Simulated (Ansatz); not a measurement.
**Ag6Cl (slab): density, localisation and related maps**

```
Ag Cl
1.0
     5.76066    0.00000    0.00000
    -2.88033    4.98888    0.00000
     0.00000    0.00000   24.70166
Ag Cl
12 2
Direct
  0.33333 0.16667 0.32386
  0.33333 0.66667 0.32386
  0.83333 0.16667 0.32386
  0.83333 0.66667 0.32386
  0.66679 0.33359 0.41952
  0.66679 0.83321 0.41952
  0.16667 0.33333 0.41890
  0.16641 0.83321 0.41952
  0.99776 0.50224 0.51389
  0.99776 0.99551 0.51389
  0.50449 0.50224 0.51389
  0.50000 0.00000 0.51334
  0.16667 0.33333 0.59795
  0.16667 0.33333 0.69104
```

Level of theory: DFT PBE+D3(BJ), scalar-relativistic, plane waves, PAW in Ansatz.

The density is the valence pseudo-density of a PAW calculation; it isn't the true density close to the nuclei.

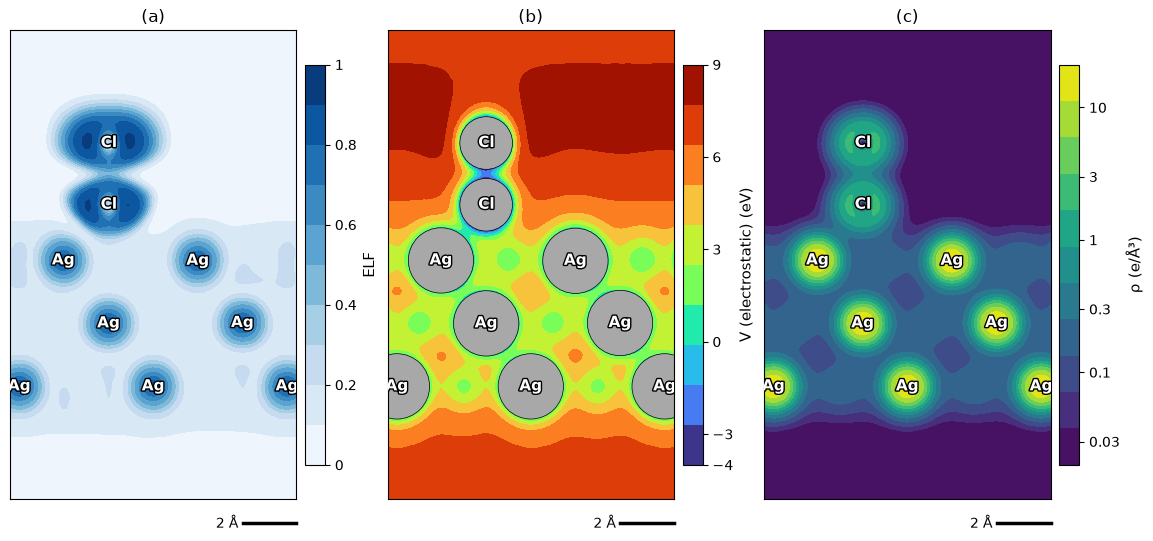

Figure 1. (a) electron localisation function; (b) electrostatic potential energy of an electron; (c) valence charge density (pseudo) on the (110) plane of the calculation cell, a cut from vacuum to vacuum. Grey discs cover the atomic cores in the potential map.

Q: Interpret the plot.

A: The section cuts through Ag and Cl sites.
Cl–Cl (2.30 Å): the density is about 0.57 e/Å³ at the midpoint; the ELF peaks at about 0.75 in the valence shell of Cl, 0.7 Å from its nucleus, and drops to about 0.45 between the two atoms.
Ag–Cl (2.67 Å): ρ is about 0.28 e/Å³ halfway; the ELF peaks at about 0.80 in the valence shell of Cl, 0.7 Å from its nucleus, and drops to about 0.15 between the two atoms; no shared electron pair shows on this line.
The density dies away to nearly zero in the vacuum.
The ELF also peaks beside Cl, away from the bonds: lone-pair regions.
The features right at Ag lie inside the PAW spheres, where the map follows smoothed inner orbitals and isn't to be read closely.

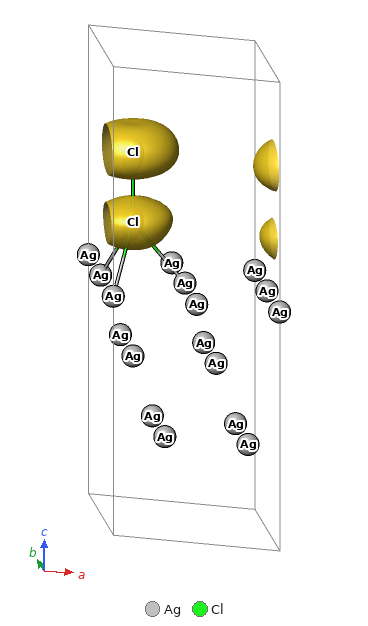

Figure 2. Isosurface of the ELF at 0.7 (yellow), seen at an oblique angle. Only the valence region is drawn (cores and ρ < 0.01 e/Å³ removed). Sticks mark near contacts.

Q: What do the ELF domains correspond to?

A: At this value the surface marks out two regions wrapped around Cl (the valence shell of each), counted in one cell of 14 atoms. Counts are for one cell; the picture repeats the cell along the surface.

Q: Metal or insulator at this level of theory?

A: It is metallic or semimetallic at this level of theory: no gap opens.
